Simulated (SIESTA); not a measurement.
**CdS: 7 runs along one coordinate**

System: CdS (F-43m, 2 atoms in the cell).
Method: Kohn-Sham DFT of a periodic cell, PBEsol, PseudoDojo 0.4 standard, converted to PSML, no spin polarisation (SIESTA 5.4.2).

The 7 runs differ only in the geometry, by an even scaling of the cell at fixed fractional positions. The structure derives from an entry of the Crystallography Open Database.

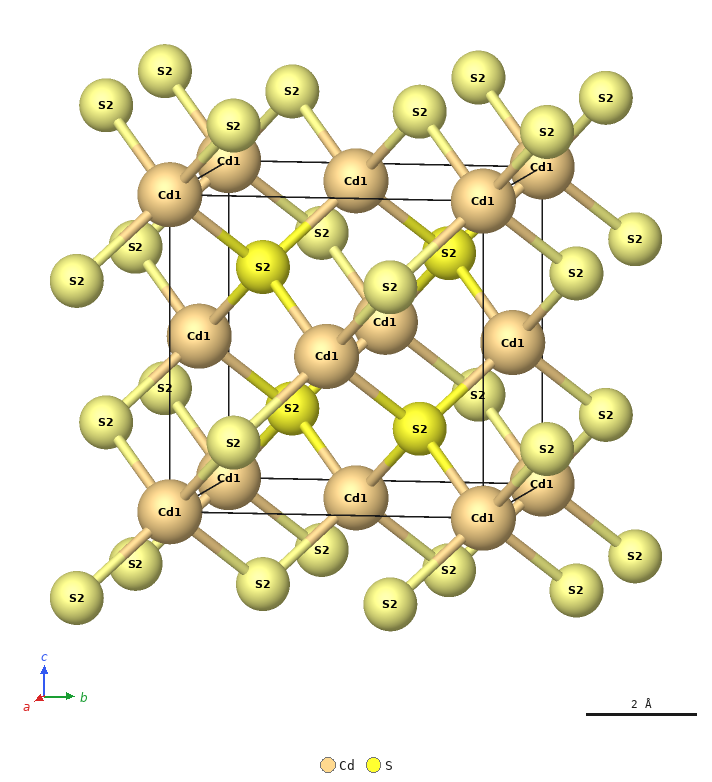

Figure 1. The structure of run 4 (ball-and-stick view of the cell 4 times as large as that of the calculation, set on its symmetry axes, seen slightly off an axis; neighbours outside the cell are drawn fainter; atoms are numbered from 1 in the order of the input). An atom can appear more than once, as a periodic image.

### Input of run 4
```
SystemName                      Hawleyite
SystemLabel                     CdS
NumberOfSpecies                 2
NumberOfAtoms                   2
%block ChemicalSpeciesLabel
  1  48 Cd
  2  16 S
%endblock ChemicalSpeciesLabel

LatticeConstant                 1.0 Ang
%block LatticeVectors
     0.0000000000     2.9165000000     2.9165000000
     2.9165000000     0.0000000000     2.9165000000
     2.9165000000     2.9165000000     0.0000000000
%endblock LatticeVectors
AtomicCoordinatesFormat         Fractional
%block AtomicCoordinatesAndAtomicSpecies
     0.0000000000     0.0000000000     0.0000000000  1  Cd
     0.7500000000     0.7500000000     0.7500000000  2  S
%endblock AtomicCoordinatesAndAtomicSpecies

%block kgrid.MonkhorstPack
    8   0   0  0.0
    0   8   0  0.0
    0   0   8  0.0
%endblock kgrid.MonkhorstPack
XC.Functional                   GGA
XC.Authors                      PBEsol
PAO.BasisSize                   DZP
PAO.EnergyShift                 0.003 Ry
Mesh.Cutoff                     800 Ry
OccupationFunction              FD
ElectronicTemperature           0.05 eV
MaxSCFIterations                120
SCF.MustConverge                false
SCF.Mixer.Method                Pulay
SCF.Mixer.Weight                0.25
SCF.Mixer.History               8
SCF.DM.Tolerance                5.0e-05
SCF.H.Tolerance                 1.0e-03 eV
WriteForces                     true
Charge.Mulliken                 end
BandLinesScale                  ReciprocalLatticeVectors
%block BandLines
    1    0.000000   0.000000   0.000000  \Gamma
   12    0.500000   0.000000   0.500000  X
    6    0.500000   0.250000   0.750000  W
    4    0.375000   0.375000   0.750000  K
   13    0.000000   0.000000   0.000000  \Gamma
   11    0.500000   0.500000   0.500000  L
    8    0.625000   0.250000   0.625000  U
    4    0.500000   0.250000   0.750000  W
    9    0.500000   0.500000   0.500000  L
    8    0.375000   0.375000   0.750000  K
    1    0.625000   0.250000   0.625000  U
    4    0.500000   0.000000   0.500000  X
%endblock BandLines
%block PAO.Basis
  Cd 5
  n=4 0 2
    2.625 0.000
  n=5 0 2
    7.504 0.000
  n=4 1 2
    2.973 0.000
  n=5 1 1
    7.504
  n=4 2 2
    4.584 0.000
%endblock PAO.Basis
```

Command:
```bash
siesta < CdS.fdf > CdS.out 2>&1
```

Lattice vectors (Å) and fractional positions of run 4:
```
   0.000000    2.916500    2.916500
   2.916500    0.000000    2.916500
   2.916500    2.916500    0.000000
Cd  0.000000  0.000000  0.000000
S   0.750000  0.750000  0.750000
```

Run 3 has the same physical settings and fractional positions; its lattice vectors (Å) are:
```
   0.000000    2.896926    2.896926
   2.896926    0.000000    2.896926
   2.896926    2.896926    0.000000
```

### Results, with one run withheld

| run | volume per atom (Å³) | free energy per atom, from the lowest run given (meV) | pressure (GPa) | gap on the mesh (eV) |
| --- | --- | --- | --- | --- |
| 1 | 23.319 | 20.52 | 4.64 | 1.40 |
| 2 | 23.815 | 8.87 | 2.94 | 1.34 |
| 3 | 24.312 | ? | ? | ? |
| 4 | 24.808 | 0.00 | 0.03 | 1.24 |
| 5 | 25.304 | 1.79 | −1.15 | 1.18 |
| 6 | 25.800 | 7.10 | −2.27 | 1.13 |
| 7 | 26.296 | 15.68 | −3.23 | 1.08 |

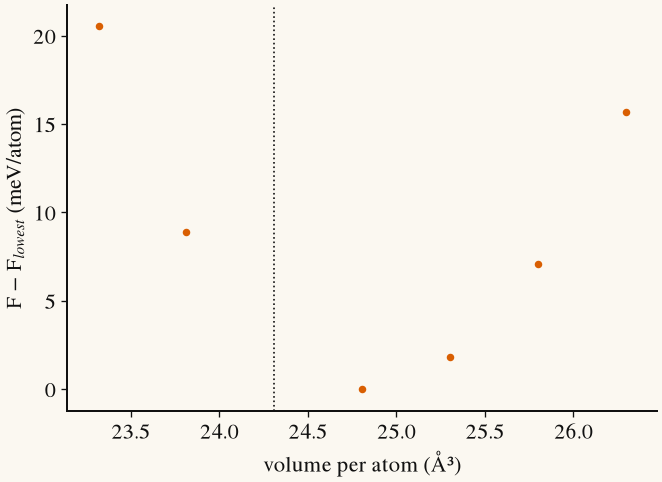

Figure 2. Free energy per atom of the runs given; the dotted line marks run 3.

Fit the runs given and predict run 3.

A cubic polynomial in V^(−2/3) (the Birch–Murnaghan form), fitted to the 6 runs given, misses them by at most 0.02 meV per atom. With x = V^(−2/3) − 0.11742 Å⁻², it reads F = 3.4097e-05 − 141.89 x + 8.0893e+05 x² + 1.7421e+06 x³ (meV per atom). At run 3 it gives 2.20 meV per atom, and the run itself gives 2.17. The slope of the fit gives a pressure −dF/dV of 1.41 GPa there, and the run prints 1.42 GPa. The fit has its minimum at 24.826 Å³ per atom, where V d²F/dV² gives 64.1 GPa: the bulk modulus at this level, since symmetry fixes the shape and the positions. The gap on the mesh goes, without turning, from 1.40 eV in run 1 to 1.08 eV in run 7; run 3 has 1.29 eV. These are gaps of this functional on this mesh, which can miss the band edges; they aren't the measured gap.

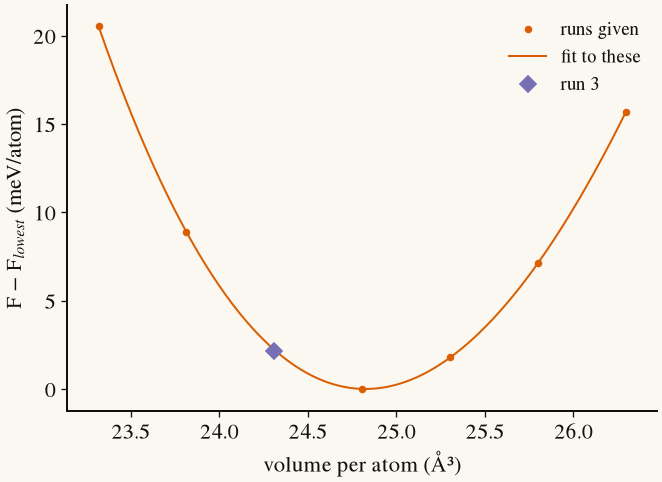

Figure 3. The fit and the withheld run.

### Some lines of the output (run 3)
```
[...]
outcell: Cell volume (Ang**3)        :     48.6230
stepf: Fermi-Dirac step function
siesta: Etot    =     -5066.210745
siesta: FreeEng =     -5066.210745
        iscf     Eharris(eV)        E_KS(eV)     FreeEng(eV)     dDmax    Ef(eV) dHmax(eV)
siesta: E_KS(eV) =            -5068.0023
siesta: E_KS - E_eggbox =     -5068.0023
siesta: Etot    =     -5068.002291
siesta: FreeEng =     -5068.002291
siesta:         Fermi =      -4.328641
siesta: Cell volume =         48.623029 Ang**3
    Orbital volume contribution        =           1.465701 eV
```

Notes: Points of doubt noted for this run: mulliken charges of long orbitals. With a small basis of atomic orbitals these values can differ much from converged plane-wave results.
